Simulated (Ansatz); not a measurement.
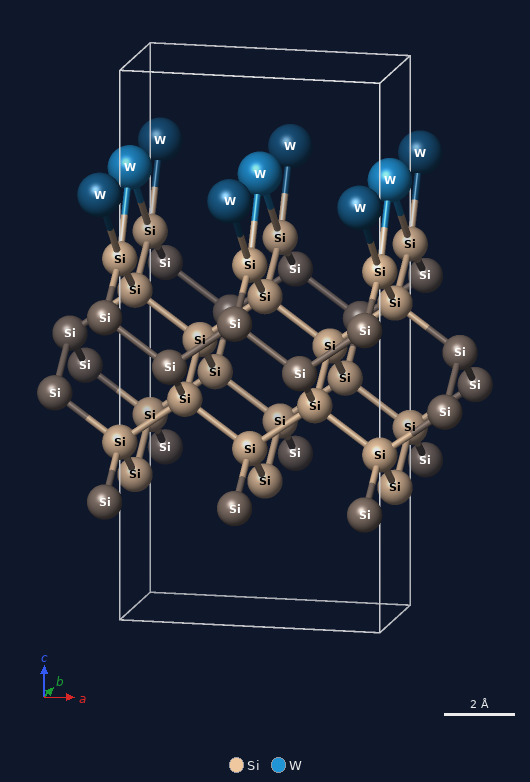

Figure 1. The starting structure (ball-and-stick view of the 2 × 1 repeat of the cell, with the vacuum cut short, seen slightly off an axis; neighbours outside the cell are drawn fainter). An atom can appear more than once, as a periodic image.

Geometry relaxation of WSi6 (part 1 of 3)

System: WSi6 (slab, 7 atoms in the cell).
Method: DFT PBEsol, scalar-relativistic, plane waves, PAW, spin-polarised (Ansatz 0.2.0).

The structure derives from an entry of the Crystallography Open Database. The input holds or restrains some coordinates. Forces given for the steps count only the free coordinates. It belongs to a series of runs on one base structure; here: W over the place (0/6, 2/6) of the surface cell, its height relaxed. Figures and captions count atoms from 1; the log counts them from 0 in places.

### What the program printed
```
Engine: ansatz 0.2.0, x86_64-unknown-linux-gnu
Pseudopotentials: kind: paw
Pseudopotential: Si, paw, valence charge 4, recommended cutoff 420 eV (normal), Si.paw.azcp
Pseudopotential: W, paw, valence charge 14, recommended cutoff 420 eV (normal), W.paw.azcp
Functional definition: PBEsol
  exchange = pbesol_x
  correlation = pbesol_c
Crystal: 7 atoms, lattice volume = 380.648 Å³
Basis set: ecut = 420 eV, 7511 PW (Γ), exchange–correlation on 54×54×360 points (8 copies of the dense FFT grid, shifted against one another)
Bands: 28, of which v1, the nominal top of the filled ones, is band 19 counted from 1 (18 counted from 0)
Symmetry: 2 space group operations
k-points: 25 of 64 (time reversal used)
Non-local potential: Si, projectors of the file, l = 0: 2, l = 1: 2, l = 2: 2
Non-local potential: W, projectors of the file, l = 0: 3, l = 1: 2, l = 2: 2, l = 3: 1
PAW form: soft (Blöchl's): semilocal exchange-correlation on the pseudo side does not see the compensation charge
PAW frozen core: Si, regenerated for the run's functional, and the local potential with it (the file was generated under x = pbe(κ = 0.804, μ = 0.2195149727645171), c = pbe(β = 0.06672455060314922))
PAW frozen core: W, regenerated for the run's functional, and the local potential with it (the file was generated under x = pbe(κ = 0.804, μ = 0.2195149727645171), c = pbe(β = 0.06672455060314922))
PAW one-centre angular grid: Si, 110 points (default); XC on 64 Gauss nodes
PAW one-centre angular grid: W, 590 points (default); XC on 64 Gauss nodes
Initial density: superposition of atomic densities (neutral atoms: chi_scale 0, normalization atom)
Starting moments: Σ|m| = 4 μB on 1 of 7 sites
Initial wavefunctions: pseudopotential atomic-orbital guess
Functional: x = pbesol(κ = 0.804, μ = 0.12345679012345678), c = pbesol(β = 0.046)
SCF iter   1: F=—  HF=-13976.691105 eV  |F-HF|=—  |Δ(HF+E_count)|=         —  Δρ=1.54e-2 (↑1.54e-2 ↓1.33e-2)  dr2=2.06e1  dr2_m=8.06e-2  M=3.828 μB ∫|m|=4.097 μB  β_m=1.00  ethr=3.10e-3  p=0.000 e·Å  D=9.00e-7 V/Å  ΔV_dip=-0.00 eV  dr2_dipole=9.49e0  V_vac-E_F(+/−)=5.91/5.91 eV  ⟨swp⟩=9.5  Hψ=8945  notcnv=0
Mixer restart at iter 1: flushing history
efield: sawtooth ramp at fractional position 0.9875 (placed from the atoms, in the widest stretch of the axis that holds none; the zero of the levels goes with the place), width 0.0400; the density the first Hamiltonian is built on has a dipole p = 0.000 e·Å; the dipole correction subtracts the counter field D = 9.00e-7 V/Å, which shifts the + side's vacuum level by -0.00 eV against the − side's; the planar-averaged density in the ramp window peaks in size at 1.0e-6 e/Å³
preconditioner: auto → LDOS  [metal: Δε(μ)=0.007 eV  Ē_g=6.512 eV  σ=0.050 eV  W_gap=0.08  n_scr=42 (ndim 8)  ℏωp=10.4 eV  f_vac=0.479  D(μ)=6.18/eV (n_scr^D=34)]
spin=Collinear: LDOS preconditioning applied to the charge; magnetization (m = ρ↑ − ρ↓) channel mixes plain (no charge-response kernel on spin).
SCF iter   2: F=—  HF=-13976.075031 eV  |F-HF|=—  |Δ(HF+E_count)|=   6.16e-1  Δρ=9.72e-3 (↑9.64e-3 ↓9.72e-3)  dr2=1.22e1  dr2_m=2.50e-3  M=3.884 μB ∫|m|=4.218 μB  β_m=0.57  ethr=3.10e-3  p=0.027 e·Å  D=1.26e-2 V/Å  ΔV_dip=-0.33 eV  dr2_dipole=5.70e0  V_vac-E_F(+/−)=5.51/5.84 eV  ⟨swp⟩=2.0  Hψ=2019  notcnv=0  defer=94
density mixer auto → msr1: a metal under ldos (density of states about μ 1.02 of a free-electron gas's, 42 screened modes)
SCF iter   3: F=—  HF=-13975.272328 eV  |F-HF|=—  |Δ(HF+E_count)|=   8.03e-1  Δρ=6.08e-3 (↑6.08e-3 ↓4.91e-3)  dr2=2.19e-1  dr2_m=9.36e-2  M=3.880 μB ∫|m|=4.380 μB  β_m=0.70  ethr=3.10e-3  p=0.120 e·Å  D=5.69e-2 V/Å  ΔV_dip=-1.47 eV  dr2_dipole=1.04e-1  V_vac-E_F(+/−)=4.16/5.63 eV  ⟨swp⟩=3.6  Hψ=2873  notcnv=0  defer=150
SCF iter   4: F=—  HF=-13975.388096 eV  |F-HF|=—  |Δ(HF+E_count)|=         —  Δρ=1.97e-3 (↑1.97e-3 ↓1.56e-3)  dr2=1.98e-2  dr2_m=9.63e-3  M=3.873 μB ∫|m|=4.334 μB  β_m=0.70  ethr=5.75e-4  p=0.108 e·Å  D=5.13e-2 V/Å  ΔV_dip=-1.32 eV  dr2_dipole=5.43e-3  V_vac-E_F(+/−)=4.29/5.61 eV  ⟨swp⟩=3.3  Hψ=2815  notcnv=0  defer=149
SCF iter   5: F=—  HF=-13975.410112 eV  |F-HF|=—  |Δ(HF+E_count)|=   2.20e-2  Δρ=6.37e-4 (↑6.37e-4 ↓5.53e-4)  dr2=6.05e-3  dr2_m=9.97e-4  M=3.854 μB ∫|m|=4.296 μB  β_m=0.83  ethr=5.21e-5  p=0.108 e·Å  D=5.11e-2 V/Å  ΔV_dip=-1.32 eV  dr2_dipole=2.74e-3  V_vac-E_F(+/−)=4.25/5.57 eV  ⟨swp⟩=2.6  Hψ=2380  notcnv=0  defer=150
SCF iter   6: F=—  HF=-13975.415563 eV  |F-HF|=—  |Δ(HF+E_count)|=   5.45e-3  Δρ=3.21e-4 (↑3.21e-4 ↓2.38e-4)  dr2=1.65e-3  dr2_m=2.00e-4  M=3.839 μB ∫|m|=4.275 μB  β_m=0.85  ethr=1.59e-5  p=0.108 e·Å  D=5.13e-2 V/Å  ΔV_dip=-1.32 eV  dr2_dipole=8.61e-4  V_vac-E_F(+/−)=4.21/5.53 eV  ⟨swp⟩=2.1  Hψ=2033  notcnv=0  defer=150
SCF iter   7: F=—  HF=-13975.416502 eV  |F-HF|=—  |Δ(HF+E_count)|=   9.38e-4  Δρ=1.47e-4 (↑1.35e-4 ↓1.47e-4)  dr2=3.61e-4  dr2_m=5.91e-5  M=3.823 μB ∫|m|=4.257 μB  β_m=0.90  ethr=4.34e-6  p=0.107 e·Å  D=5.10e-2 V/Å  ΔV_dip=-1.32 eV  dr2_dipole=1.00e-4  V_vac-E_F(+/−)=4.20/5.52 eV  ⟨swp⟩=2.4  Hψ=2145  notcnv=0  defer=150
SCF iter   8: F=—  HF=-13975.416671 eV  |F-HF|=—  |Δ(HF+E_count)|=   1.69e-4  Δρ=6.11e-5 (↑6.11e-5 ↓5.63e-5)  dr2=2.02e-5  dr2_m=1.03e-5  M=3.813 μB ∫|m|=4.249 μB  β_m=0.94  ethr=9.50e-7  p=0.108 e·Å  D=5.12e-2 V/Å  ΔV_dip=-1.32 eV  dr2_dipole=3.34e-6  V_vac-E_F(+/−)=4.19/5.51 eV  ⟨swp⟩=2.0  Hψ=2147  notcnv=0  defer=150
SCF iter   9: F=—  HF=-13975.416702 eV  |F-HF|=—  |Δ(HF+E_count)|=   3.04e-5  Δρ=2.36e-5 (↑2.36e-5 ↓1.89e-5)  dr2=1.34e-5  dr2_m=9.07e-7  M=3.806 μB ∫|m|=4.244 μB  β_m=0.87  ethr=5.32e-8  p=0.107 e·Å  D=5.11e-2 V/Å  ΔV_dip=-1.32 eV  dr2_dipole=5.23e-6  V_vac-E_F(+/−)=4.19/5.51 eV  ⟨swp⟩=2.2  Hψ=2355  notcnv=0  defer=150
SCF iter  10: F=—  HF=-13975.416703 eV  |F-HF|=—  |Δ(HF+E_count)|=   1.48e-6  Δρ=1.08e-5 (↑1.08e-5 ↓7.59e-6)  dr2=1.25e-5  dr2_m=1.59e-7  M=3.805 μB ∫|m|=4.243 μB  β_m=0.87  ethr=3.53e-8  p=0.108 e·Å  D=5.11e-2 V/Å  ΔV_dip=-1.32 eV  dr2_dipole=6.89e-6  V_vac-E_F(+/−)=4.19/5.51 eV  ⟨swp⟩=2.5  Hψ=2118  notcnv=0  defer=150
SCF iter  11: F=-13975.416697 eV  HF=-13975.416703 eV  |F-HF|=6.73e-6  |Δ(HF+E_count)|=   2.95e-7  Δρ=4.18e-6 (↑4.18e-6 ↓3.88e-6)  dr2=4.54e-6  dr2_m=1.74e-8  M=3.804 μB ∫|m|=4.243 μB  ethr=2.63e-8  p=0.108 e·Å  D=5.12e-2 V/Å  ΔV_dip=-1.32 eV  dr2_dipole=2.34e-6  V_vac-E_F(+/−)=4.19/5.51 eV  ⟨swp⟩=19.7  Hψ=13442  notcnv=0
SCF 1 converged in 11 iterations: F = -13975.416697 eV  dr2 = 4.54e-6
  greatest PAW one-centre occupation: 1.000 electrons in one spin orbital (limit 2), on the W atom at site 6 (counted from 0), in its partial waves of l = 0
relax step   1: F+E_penalty+E_count = -13975.41669667 eV  Δ(F+E_penalty+E_count) = +0.000e0 eV  max|allowed force component| = 2.076e0 eV/Å  Δτ_max = 0.0000 Å  (11 SCF iters, dr2 threshold 1.00e-5 eV, accepted)
Initial density: handed on by an earlier stage of this run
Starting moments: Σ|m| = 4 μB on 1 of 7 sites; this step starts from the density that it was given
Initial wavefunctions: those handed on with the density
iter 1 solved again at ethr=5.07e-4 eV; its pass at ethr=3.10e-3 eV (dr2=1.93e-1 eV) is discarded
SCF iter   1: F=—  HF=-13975.550632 eV  |F-HF|=—  |Δ(HF+E_count)|=         —  Δρ=1.07e-2 (↑1.07e-2 ↓1.02e-2)  dr2=1.20e-1  dr2_m=3.71e-1  M=3.648 μB ∫|m|=4.047 μB  β_m=1.00  ethr=5.07e-4  p=0.108 e·Å  D=5.12e-2 V/Å  ΔV_dip=-1.32 eV  dr2_dipole=4.20e-2  V_vac-E_F(+/−)=4.17/5.49 eV  ⟨swp⟩=1.2  Hψ=5972  notcnv=0  defer=147
efield: sawtooth ramp at fractional position 0.9875 (handed on by an earlier solve), width 0.0400; the density the first Hamiltonian is built on has a dipole p = 0.108 e·Å; the dipole correction subtracts the counter field D = 5.12e-2 V/Å, which shifts the + side's vacuum level by -1.32 eV against the − side's; the planar-averaged density in the ramp window peaks in size at 9.1e-7 e/Å³
eigensolver tolerance schedule: the retry pair's looser diagonalisation over-reported the residual by 0.60 of it (diagonalisation noise at 0.13 of the residual, at the tolerance the schedule requests for it); recorded, not acted on — ethr = c·dr2/N_el stays at c = 1.0e-1
preconditioner: auto → LDOS  [metal: Δε(μ)=0.005 eV  Ē_g=6.150 eV  σ=0.050 eV  W_gap=0.06  n_scr=42 (ndim 8)  ℏωp=10.4 eV  f_vac=0.493  D(μ)=3.37/eV (n_scr^D=10)]
spin=Collinear: LDOS preconditioning applied to the charge; magnetization (m = ρ↑ − ρ↓) channel mixes plain (no charge-response kernel on spin).
SCF iter   2: F=—  HF=-13975.798139 eV  |F-HF|=—  |Δ(HF+E_count)|=   2.48e-1  Δρ=1.63e-3 (↑1.63e-3 ↓1.27e-3)  dr2=5.88e-2  dr2_m=2.39e-3  M=3.621 μB ∫|m|=4.033 μB  β_m=0.32  ethr=3.16e-4  p=0.112 e·Å  D=5.30e-2 V/Å  ΔV_dip=-1.37 eV  dr2_dipole=3.06e-2  V_vac-E_F(+/−)=4.13/5.50 eV  ⟨swp⟩=3.6  Hψ=2892  notcnv=0  defer=159
density mixer auto → msr1: a metal under ldos (density of states about μ 1.11 of a free-electron gas's, 42 screened modes)
SCF iter   3: F=—  HF=-13975.798707 eV  |F-HF|=—  |Δ(HF+E_count)|=   5.68e-4  Δρ=9.29e-4 (↑7.45e-4 ↓9.29e-4)  dr2=2.18e-2  dr2_m=7.83e-4  M=3.633 μB ∫|m|=4.053 μB  β_m=0.50  ethr=1.55e-4  p=0.115 e·Å  D=5.44e-2 V/Å  ΔV_dip=-1.40 eV  dr2_dipole=1.20e-2  V_vac-E_F(+/−)=4.11/5.51 eV  ⟨swp⟩=1.7  Hψ=1673  notcnv=0  defer=159
SCF iter   4: F=—  HF=-13975.799817 eV  |F-HF|=—  |Δ(HF+E_count)|=   1.11e-3  Δρ=2.72e-4 (↑2.58e-4 ↓2.72e-4)  dr2=6.84e-4  dr2_m=1.86e-4  M=3.659 μB ∫|m|=4.088 μB  β_m=0.58  ethr=5.73e-5  p=0.115 e·Å  D=5.48e-2 V/Å  ΔV_dip=-1.41 eV  dr2_dipole=2.24e-4  V_vac-E_F(+/−)=4.12/5.53 eV  ⟨swp⟩=1.5  Hψ=1477  notcnv=0  defer=159
SCF iter   5: F=—  HF=-13975.800292 eV  |F-HF|=—  |Δ(HF+E_count)|=   4.75e-4  Δρ=1.17e-4 (↑1.03e-4 ↓1.17e-4)  dr2=7.92e-5  dr2_m=3.64e-5  M=3.664 μB ∫|m|=4.099 μB  β_m=0.71  ethr=1.80e-6  p=0.115 e·Å  D=5.44e-2 V/Å  ΔV_dip=-1.40 eV  dr2_dipole=1.10e-5  V_vac-E_F(+/−)=4.13/5.54 eV  ⟨swp⟩=2.1  Hψ=1930  notcnv=0  defer=159
SCF iter   6: F=-13975.800279 eV  HF=-13975.800344 eV  |F-HF|=6.50e-5  |Δ(HF+E_count)|=   5.23e-5  Δρ=4.18e-5 (↑4.18e-5 ↓2.05e-5)  dr2=5.35e-5  dr2_m=2.05e-6  M=3.667 μB ∫|m|=4.105 μB  ethr=2.08e-7  p=0.114 e·Å  D=5.41e-2 V/Å  ΔV_dip=-1.40 eV  dr2_dipole=1.98e-5  V_vac-E_F(+/−)=4.15/5.54 eV  ⟨swp⟩=19.3  Hψ=15091  notcnv=0
SCF 2 converged in 6 iterations: F = -13975.800279 eV  dr2 = 5.35e-5
[... from here on the iterations of each SCF are left out, up to the last one ...]
relax step   2: F+E_penalty+E_count = -13975.80027949 eV  Δ(F+E_penalty+E_count) = -3.836e-1 eV  max|allowed force component| = 1.792e0 eV/Å  Δτ_max = 0.1950 Å  (6 SCF iters, dr2 threshold 1.00e-4 eV, accepted)
efield: sawtooth ramp at fractional position 0.9875 (handed on by an earlier solve), width 0.0400; the density the first Hamiltonian is built on has a dipole p = 0.114 e·Å; the dipole correction subtracts the counter field D = 5.41e-2 V/Å, which shifts the + side's vacuum level by -1.40 eV against the − side's; the planar-averaged density in the ramp window peaks in size at 1.0e-6 e/Å³
eigensolver tolerance schedule: the retry pair's looser diagonalisation over-reported the residual by 0.47 of it (diagonalisation noise at 0.10 of the residual, at the tolerance the schedule requests for it); recorded, not acted on — ethr = c·dr2/N_el stays at c = 1.0e-1
preconditioner: auto → LDOS  [metal: Δε(μ)=0.027 eV  Ē_g=6.219 eV  σ=0.050 eV  W_gap=0.29  n_scr=42 (ndim 8)  ℏωp=10.4 eV  f_vac=0.500  D(μ)=2.83/eV (n_scr^D=8)]
spin=Collinear: LDOS preconditioning applied to the charge; magnetization (m = ρ↑ − ρ↓) channel mixes plain (no charge-response kernel on spin).
density mixer auto → msr1: a metal under ldos (density of states about μ 1.14 of a free-electron gas's, 42 screened modes)
SCF 3 converged in 7 iterations: F = -13976.079191 eV  dr2 = 2.94e-5
relax step   3: F+E_penalty+E_count = -13976.07919123 eV  Δ(F+E_penalty+E_count) = -2.789e-1 eV  max|allowed force component| = 9.531e-1 eV/Å  Δτ_max = 0.1950 Å  (7 SCF iters, dr2 threshold 1.00e-4 eV, accepted)
efield: sawtooth ramp at fractional position 0.9875 (handed on by an earlier solve), width 0.0400; the density the first Hamiltonian is built on has a dipole p = 0.114 e·Å; the dipole correction subtracts the counter field D = 5.41e-2 V/Å, which shifts the + side's vacuum level by -1.40 eV against the − side's; the planar-averaged density in the ramp window peaks in size at 1.0e-6 e/Å³
preconditioner: auto → LDOS  [metal: Δε(μ)=0.003 eV  Ē_g=6.299 eV  σ=0.050 eV  W_gap=0.03  n_scr=42 (ndim 8)  ℏωp=10.4 eV  f_vac=0.507  D(μ)=5.63/eV (n_scr^D=16)]
spin=Collinear: LDOS preconditioning applied to the charge; magnetization (m = ρ↑ − ρ↓) channel mixes plain (no charge-response kernel on spin).
density mixer auto → msr1: a metal under ldos (density of states about μ 1.24 of a free-electron gas's, 42 screened modes)
SCF 4 converged in 9 iterations: F = -13976.124636 eV  dr2 = 8.32e-7
```
